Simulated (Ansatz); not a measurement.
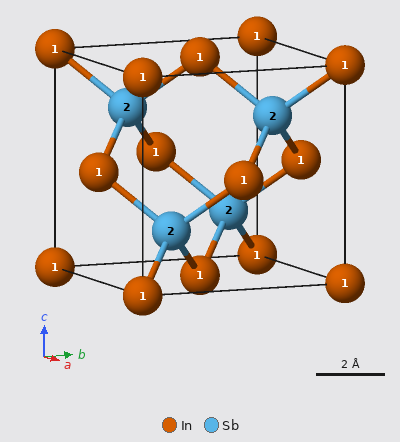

*The input geometry (ball-and-stick view of the cell 4 times as large as that of the calculation, set on its symmetry axes, seen slightly off an axis; atoms are numbered from 1 in the order of the input). An atom can appear more than once, as a periodic image.*

InSb: Wannier-function calculation

System: InSb (F-43m, 2 atoms in the cell).
Method: maximally localised Wannier functions of PBE bands, plane waves, PAW, no spin polarisation (Ansatz 0.2.0).

The structure was built on a prototype by a generator. The geometry comes from this level: r2SCAN. It belongs to a series of runs on one base structure; here: anion s p. Figures and captions count atoms from 1; the log counts them from 0 in places.

**Input file**
```yaml
crystal:
  lattice:
    - [0.0, 3.2795130136, 3.2795130136]
    - [3.2795130136, 0.0, 3.2795130136]
    - [3.2795130136, 3.2795130136, 0.0]
  atoms:
    - { symbol: In, position: [0.0, 0.0, 0.0] }
    - { symbol: Sb, position: [0.25, 0.25, 0.25] }
kpoints:
  mp_grid: { grid: [6, 6, 6] }
  band_path:
    path:
      - [[0.0, 0.0, 0.0], [-0.5, -0.5, 2.897408463451e-17], [-0.375, -0.375, 0.25]]
      - [[-0.375, -1.390324619314e-17, 0.375], [0.0, 0.0, 0.0], [-8.324044010215e-17, -1.256144718073e-17, 0.5], [-0.5, -0.25, 0.25], [-0.5, -0.5, 2.897408463451e-17]]
    npoints: 10
hamiltonian:
  xc: pbe
scf:
  occupations: { method: fermi_dirac, width: 0.02 }
  n_extra_bands: 6
output:
  forces: false
  stress: false
  eigenvalues: true
  wannier:
    kmesh: [6, 6, 6]
    projections: [{ species: Sb, l: s, shell: 5 }, { species: Sb, l: p, shell: 5 }]
    minimise: true
    write_hr: true
    conv_tol: 1.0e-08
    max_iter: 3000
  write_density: true
  write_potential: true
  elf: true
  volumetric_format: npy
```

**File wannier.win**
```
! ansatz wannier90 interface
! projections by site (counted from 0) and shell: 1 5S, 1 5P
! states of the run's bands (counted from 1): 11-11, combinations of 12-15
! their least projectability: 0.7572
num_bands = 4
num_wann  = 4
num_iter  = 2000
conv_tol = 1e-8
conv_window = 5
guiding_centres = true
write_hr = true

begin unit_cell_cart
Ang
                      0.0             3.2795130136             3.2795130136
             3.2795130136                      0.0             3.2795130136
             3.2795130136             3.2795130136                      0.0
end unit_cell_cart

begin atoms_frac
In                       0.0                      0.0                      0.0
Sb                      0.25                     0.25                     0.25
end atoms_frac

mp_grid = 6 6 6
```

Hardware: 4 threads of Arm Neoverse V1, 24 GiB of memory available, shared host.

Command:
```bash
ansatz run input.yaml --threads 4 --pin off --max-ram 3686MiB --backend cpu --events-out ev --progress --plain --runs-dir out
```

**The program's output**
```
scf.n_extra_bands = 6 over 14 filled bands (N_el = 28.0): the run solves 20 bands
Engine: ansatz 0.2.0, aarch64-unknown-linux-gnu
Pseudopotentials: kind: paw
Pseudopotential: In, paw, valence charge 13, recommended cutoff 420 eV (normal), In.paw.azcp
Pseudopotential: Sb, paw, valence charge 15, recommended cutoff 420 eV (normal), Sb.paw.azcp
Functional definition: PBE
  parameter kappa = 0.804
  parameter beta = 0.06672455060314922
  exchange = pbe_x(kappa = kappa, mu = beta*pi^2/3)
  correlation = pbe_c(beta = beta)
Crystal: 2 atoms, lattice volume = 70.544 Å³
Basis set: ecut = 420 eV, 1411 PW (Γ)
Bands: 20, of which v1, the nominal top of the filled ones, is band 14 counted from 1 (13 counted from 0)
Symmetry: 24 space group operations
Space group: F-43m (ITA 216), of the structure as read, at distance tolerance 4.1e-5 Å
k-points: 16 of 216 (time reversal used)
Non-local potential: In, projectors of the file, l = 0: 2, l = 1: 2, l = 2: 2, l = 3: 2
Non-local potential: Sb, projectors of the file, l = 0: 2, l = 1: 2, l = 2: 2, l = 3: 2
PAW form: soft (Blöchl's): semilocal exchange-correlation on the pseudo side does not see the compensation charge
PAW one-centre angular grid: In, 590 points (default); XC on 64 Gauss nodes
PAW one-centre angular grid: Sb, 590 points (default); XC on 64 Gauss nodes
Initial density: superposition of atomic densities (neutral atoms: chi_scale 0, normalization atom), corrected by the library's trained network
Initial wavefunctions: pseudopotential atomic-orbital guess
Functional: x = pbe(κ = 0.804, μ = 0.2195149727645171), c = pbe(β = 0.06672455060314922)
SCF iter   1: F=—  HF=-12082.558387 eV  |F-HF|=—  |Δ(HF+E_count)|=         —  Δρ=1.61e-3  dr2=4.32e-3  ethr=1.77e-3  ⟨swp⟩=6.6  Hψ=1774  notcnv=0
preconditioner: auto → none  [insulator: Δε(μ)=0.458 eV  Ē_g=15.285 eV  σ=0.020 eV  W_gap=0.67  n_scr=14 (ndim 8)  ℏωp=18.8 eV  f_vac=0.118  D(μ)=0.31/eV (n_scr^D=0)  ε∞_Penn≈2.5]
SCF iter   2: F=—  HF=-12082.556024 eV  |F-HF|=—  |Δ(HF+E_count)|=   2.36e-3  Δρ=8.38e-4  dr2=5.43e-4  ethr=1.54e-5  ⟨swp⟩=2.6  Hψ=676  notcnv=0  defer=26
SCF iter   3: F=—  HF=-12082.556018 eV  |F-HF|=—  |Δ(HF+E_count)|=   5.79e-6  Δρ=2.27e-4  dr2=5.22e-5  ethr=1.94e-6  ⟨swp⟩=2.0  Hψ=498  notcnv=0  defer=26
SCF iter   4: F=—  HF=-12082.556108 eV  |F-HF|=—  |Δ(HF+E_count)|=   8.98e-5  Δρ=8.87e-5  dr2=7.81e-6  ethr=1.86e-7  ⟨swp⟩=2.0  Hψ=383  notcnv=0  defer=26
SCF iter   5: F=—  HF=-12082.556128 eV  |F-HF|=—  |Δ(HF+E_count)|=   2.01e-5  Δρ=1.60e-5  dr2=1.89e-7  ethr=2.79e-8  ⟨swp⟩=2.0  Hψ=363  notcnv=0  defer=26
SCF iter   6: F=-12082.556128 eV  HF=-12082.556128 eV  |F-HF|=7.30e-9  |Δ(HF+E_count)|=   3.79e-7  Δρ=2.59e-6  dr2=5.87e-9  ethr=3.57e-10  ⟨swp⟩=7.6  Hψ=1421  notcnv=0
SCF 1 converged in 6 iterations: F = -12082.556128 eV  dr2 = 5.87e-9
  greatest PAW one-centre occupation: 0.995 electrons in one spin orbital (limit 2), on the Sb atom at site 1 (counted from 0), in its partial waves of l = 2
NSCF: frozen V_eff on 62 k-points
NSCF: frozen V_eff on 19 k-points
WARN: eigensolver did not converge in 3 slots of this pass, the one above among them; of largest residual over every band (k=9): 1 band(s) unlocked (lowest unlocked band 19, counted from 0; max residual 3.43e-5 eV among the unlocked bands, 3.43e-5 eV over every band); of lowest unlocked band (k=0): band 19
the Wannier pass solved 19 of the 216 points of its mesh, and has the states at the others by symmetry: states obtained by the crystal's operations at points that were solved too leave a residual of 1.64e-13 eV (read by the count's bands and the next), within 6.67e-6 eV
NSCF: frozen V_eff on 19 k-points
the Wannier pass solved 19 of the 216 points of its mesh, and has the states at the others by symmetry: states obtained by the crystal's operations at points that were solved too leave a residual of 2.04e-13 eV (read by the count's bands and the next), within 6.67e-6 eV
SCF converged after 6 iterations
Free energy (F): -12082.556128 eV
Harris-Foulkes:  -12082.556128 eV  (|F-HF|=7.30e-9)
Internal energy: -12082.555775 eV  (E = F + TS)
E sigma→0 (E₀):  -12082.555951 eV
Entropy (-TS):   -0.000354 eV (-0.177 meV/atom)
Fermi energy:    6.943895 eV
--- Per-component energies (eV) ---
  E_band       = -271.088788
  E_kinetic    = 450.068700
  E_local      = -3247.013502  (includes V_loc(G=0)·N_el)
  E_nonlocal   = 729.880909
  E_hartree    = 1395.509773
  E_xc         = -353.403793
  E_vxc        = -195.121316  (∫ρ·V_xc dr)
  E_paw        = -8731.368774  (= ΣΔE_a)
  E_vpaw       = -799.922932  (= ΣTr[D̂ρ^β])
  E_aug_tail   = 0.000024  (compensation charges beyond the density's cutoff)
  E_ewald      = -2326.229111
  E_smearing   = -0.000354  (= −TS)
  E_closure    = -0.000000  (closes the sum)
  Σ components = -12082.556128   (vs F -12082.556128, Δ=0.00e0)
--- Band table (eV; the first three rows and the last of 16) ---
  k-point 0: bands = ["-21.5770", "-21.5770", "-21.5770", "-21.5629", "-21.5629", "-7.5989", "-7.5989", "-7.5989", "-7.5243", "-7.5243", "-3.5609", "6.5270", "6.9300", "6.9300", "6.9300", "9.9007", "9.9007", "9.9007", "12.6380", "15.2505"]
  k-point 1: bands = ["-21.5770", "-21.5768", "-21.5768", "-21.5627", "-21.5627", "-7.6093", "-7.5940", "-7.5940", "-7.5247", "-7.5247", "-3.3256", "4.4683", "6.6164", "6.6164", "7.8136", "10.3344", "10.3344", "10.5856", "13.7244", "14.2834"]
  k-point 2: bands = ["-21.5770", "-21.5764", "-21.5764", "-21.5625", "-21.5625", "-7.6298", "-7.5855", "-7.5855", "-7.5241", "-7.5241", "-2.7214", "2.4268", "6.1612", "6.1612", "7.5626", "10.7383", "10.7383", "12.6199", "13.6529", "14.6775"]
  k-point 15: bands = ["-21.5775", "-21.5760", "-21.5752", "-21.5629", "-21.5617", "-7.6615", "-7.5684", "-7.5617", "-7.5351", "-7.5213", "-1.7004", "1.2528", "4.3490", "4.4499", "9.5662", "9.6824", "12.5344", "12.7847", "15.7096", "16.6998"]
Wannier search: line search 1 of at most 3000: gauge-dependent spread (as the search counts it) 4.8202363 Å², largest recent change 4.1e-1 Å² and fall left 1.9e-3 Å² against conv_tol 1.0e-8 Å², 0 stops escaped
```

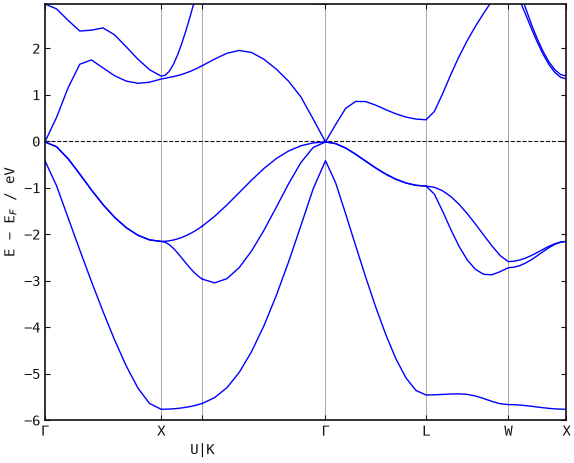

*Band structure along Γ–X–U|K–Γ–L–W–X, with energies from the Fermi level.*

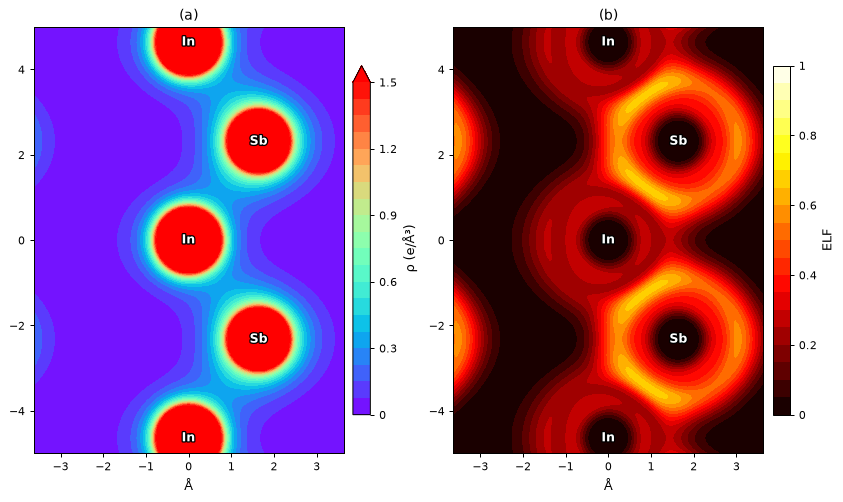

*(a) valence electron density; (b) electron localisation function on the (101) plane of the conventional cell.*

In–Sb (2.84 Å): ρ is about 0.35 e/Å³ halfway; the ELF peaks at about 0.65 between the atoms. Away from the nuclei the density in this plane falls to 0.008 e/Å³ at its lowest. The fields are those of the smooth PAW valence density.

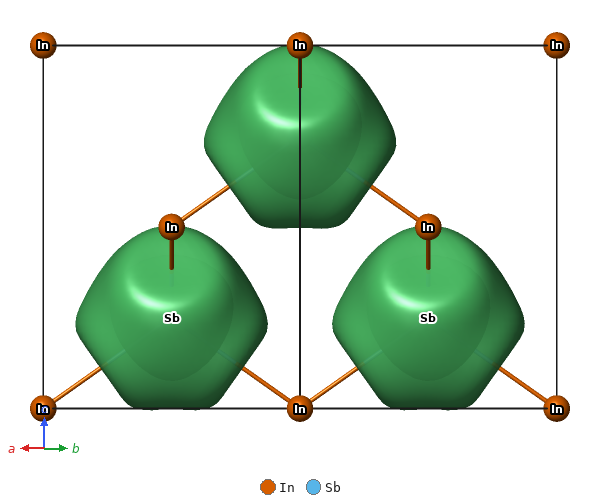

*Isosurface of the ELF at 0.45 (green), seen along [110]. Only the valence region is drawn (cores and ρ < 0.01 e/Å³ removed). Sticks mark near contacts. The outline is the cell set on symmetry axes.*

Profiles from the grid: In–Sb (2.84 Å): the ELF peaks at about 0.65 between the atoms.

**Summary**

| quantity | value |
| --- | --- |
| outcome | converged |
| space group (tolerance 0.01 Å) | F-43m (216) |
| electrons treated | 28 |
| free energy | −12082.5561 eV |
| total spread of the Wannier functions | 10.851 Å² |
| Fermi energy | 6.944 eV |
| band gap | none (metallic) |
| wall time | 4.1 s (CPU time 15 s) |
| peak memory | 0.4 GiB |

**Remarks**

Warnings of the run: the eigensolver left some states unconverged.
